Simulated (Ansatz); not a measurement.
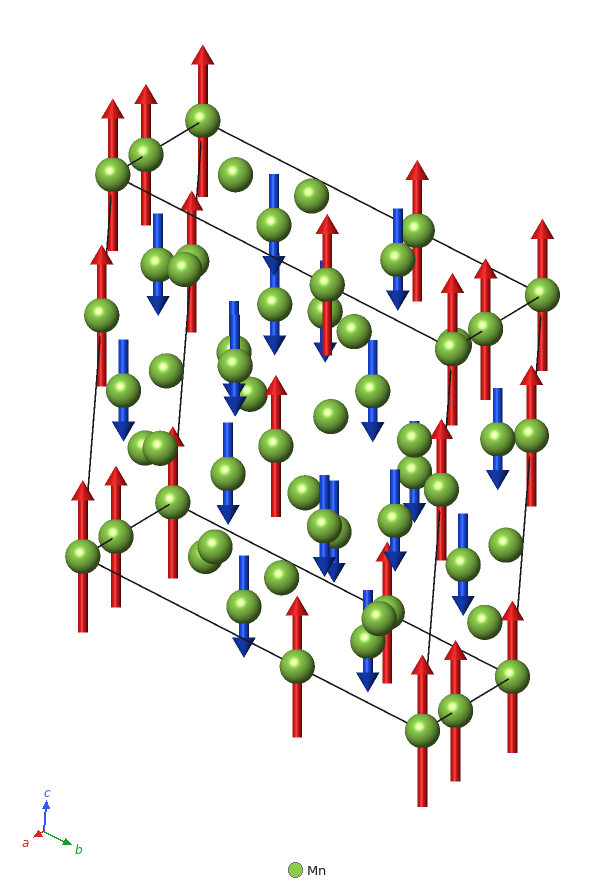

A spheres-only rendering, viewed slightly off an axis. Thin lines show the simulation cell, with boundary atoms drawn in all their periodic places. Arrows are the site magnetic moments above 0.25 μB; longer means larger, and red and blue are up and down (without spin-orbit coupling the axis itself is arbitrary).

This is the state reached for Mn. Theory: DFT PBE, scalar-relativistic, plane waves, PAW (Ansatz). Numerical settings: a 600 eV plane-wave basis, k-point mesh 6×6×6, Gaussian smearing of 0.05 eV, collinear spins.

Question: How are the moments ordered?

Answer: Ferrimagnetic (within this cell). Site moments: 5 Mn +2.5 to +3.0 μB and 12 Mn −0.5 μB. The net spin moment of the whole cell is 9.0 μB, including what lies between the atoms and on sites without an arrow.

It goes back to a structure type known for this element. This is the structure after a relaxation with DFT PBE, scalar-relativistic, plane waves, PAW (Ansatz).
